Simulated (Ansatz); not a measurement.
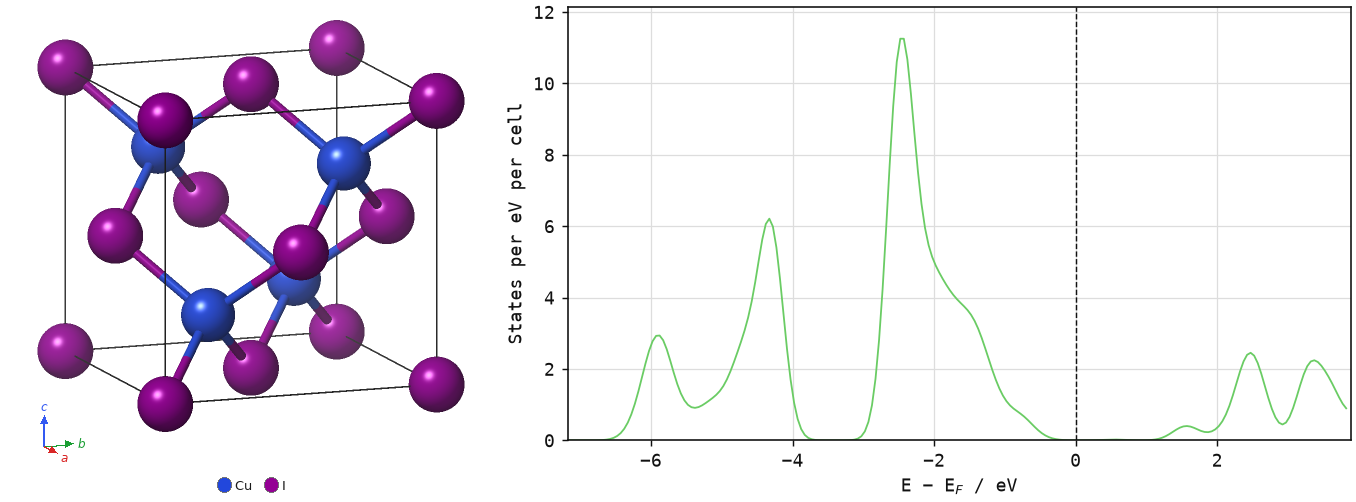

Density of states, beside the structure. Energies are counted from the Fermi level, put mid-gap where there is a gap. The curve is built from the levels of the k mesh with Gaussians 0.4 eV wide, which also blur the band edges.

System: CuI, space group F-43m, 2 atoms in the cell.

```yaml
crystal:
  lattice:
    - [0.00000, 3.01204, 3.01204]
    - [3.01204, 0.00000, 3.01204]
    - [3.01204, 3.01204, 0.00000]
  atoms:
    - { symbol: Cu, position: [0.25000, 0.25000, 0.25000] }
    - { symbol: I, position: [0.00000, 0.00000, 0.00000] }
```

Method: DFT, PBEsol, plane waves, PAW, no spin polarisation, 6×6×6 k mesh, 420 eV cutoff (Ansatz 0.2.0).

Is there a gap at the Fermi level, and how wide?

There is a gap; over the k points computed it is 1.06 eV (direct among those points).

Where is the tallest peak of the filled states in the window?

Within the window shown, the tallest peak of the filled states lies 1.9 eV under the valence-band top, at about 11 states per eV and cell.

How wide is the upper valence band?

The upper group of valence states starts about 2.1 eV under the valence-band top (which lies at −0.5 eV on this axis), with a gap beneath it; it holds about 10 electrons a cell.

Spin-orbit coupling is left out, which matters for I.
